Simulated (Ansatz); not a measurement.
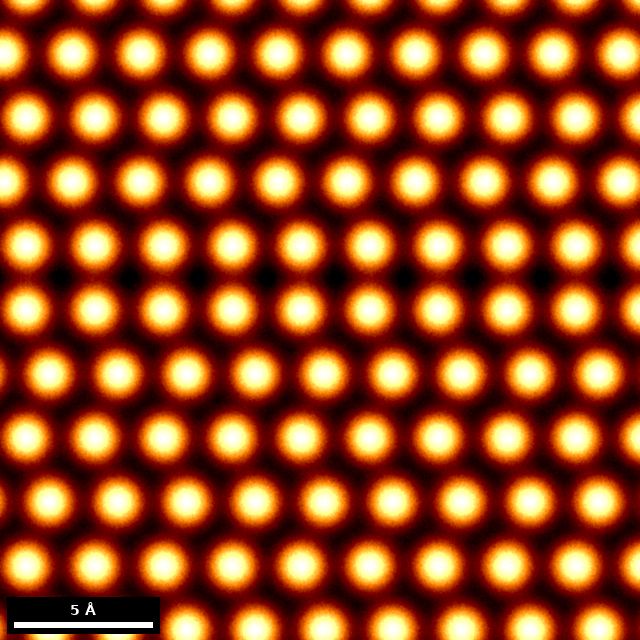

Dark-field STEM-like image of Al (P6_3/mmc, No. 194) along [100]. The image is simulated as a sum over atoms of Z^1.7, blurred by a 1.30 Å probe (no channelling). The display is stretched by a gamma of 0.8; percentages refer to the linear signal. Shot noise was added.

One planar defect was built into the perfect crystal by geometry alone, without relaxation. Host structure: the input geometry of an electronic-structure calculation (not necessarily at equilibrium); the starting structure was generated, so it need not be a known form of this composition.

**Where does the periodic pattern break, and how?**

A planar fault (a stacking fault) runs horizontally about 10 Å below the top edge. The part above it is shifted along the boundary by 2/3 of the 2.47 Å repeat of the rows (1.6 Å to the right, the same as 0.8 Å to the left); both parts keep the same orientation.
